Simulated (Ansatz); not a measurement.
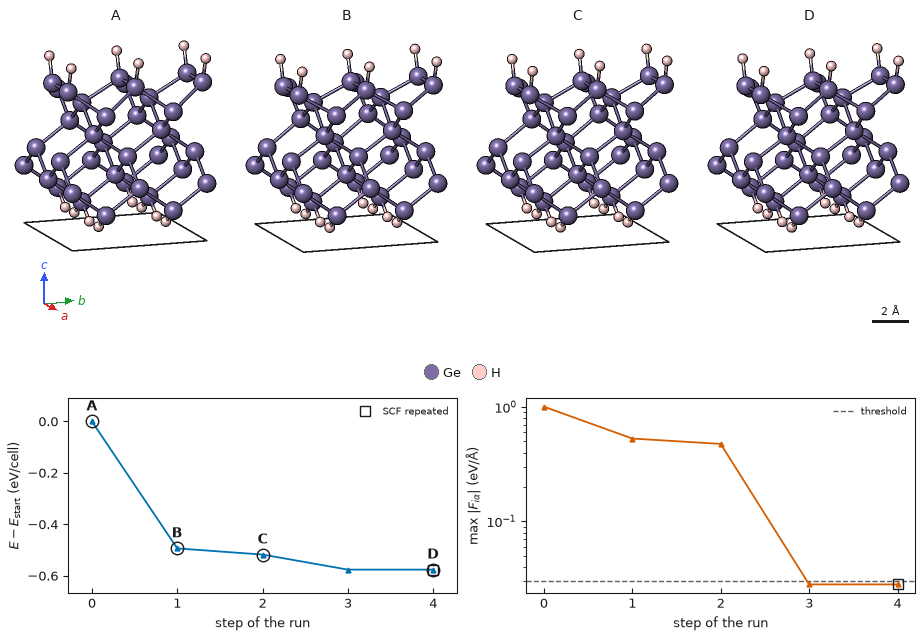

Frames of a constrained relaxation of a slab of composition Ge$_{2}$H (cut from the Fd-3m phase), marked on the history of the run. The picture is a ball-and-stick view of the cell of the calculation, outlined in the plane, without the vacuum, seen slightly off an axis.

Case: clean slab, lower planes held. The slab is the (1 0 0) face of Ge. 12 atoms are held fixed.

Computed with DFT PBE+D3(BJ), scalar-relativistic, plane waves, PAW in Ansatz 0.2.0. Settings: plane-wave cutoff 420 eV; k-point mesh 3 × 3 × 1; occupations gaussian; smearing width 0.1 eV; no spin polarisation; dipole correction; atoms relaxed in a fixed cell; force threshold 0.03 eV/Å; at most 70 steps.

Q: Describe the path.

A: The largest moves, 0.16 Å, are those of H atoms. Largest moves by element: H 0.16 Å, Ge 0.16 Å. The cell doesn't change. Among the contacts that change: Ge–Ge 2.572 → 2.466 Å, Ge–Ge 2.580 → 2.533 Å, Ge–Ge 2.468 → 2.424 Å, Ge–Ge 2.468 → 2.507 Å. Bond angles that change, for instance: Ge–Ge–Ge 103.1° → 109.6°, Ge–Ge–Ge 109.5° → 103.7°, H–Ge–H 109.5° → 104.8°. The energy falls by 0.576 eV per cell of the calculation in 3 accepted moves (4 points after the start). The largest force component goes from 1 to 0.028 eV/Å. 1 step only repeated the SCF at the same geometry. Cost: 100 s on 8 threads of Arm Neoverse V2 (shared host), peak memory 5.4 GiB. From step 0 to 1: Ge and H atoms move most (0.19 Å), energy −0.493 eV per cell of the calculation. From step 1 to 2: H atoms move most (0.11 Å), energy −24.1 meV per cell of the calculation. From step 2 to 4: H atoms move most (0.08 Å), energy −58.5 meV per cell of the calculation.

```json
{"step": "0", "E − E(0), meV/atom": "0.00", "largest force component, eV/Å": "1.0064", "note": ""}
{"step": "1", "E − E(0), meV/atom": "-13.70", "largest force component, eV/Å": "0.5298", "note": ""}
{"step": "2", "E − E(0), meV/atom": "-14.37", "largest force component, eV/Å": "0.4754", "note": ""}
{"step": "3", "E − E(0), meV/atom": "-16.00", "largest force component, eV/Å": "0.0282", "note": ""}
{"step": "4", "E − E(0), meV/atom": "-16.00", "largest force component, eV/Å": "0.0281", "note": "same geometry, SCF repeated"}
```
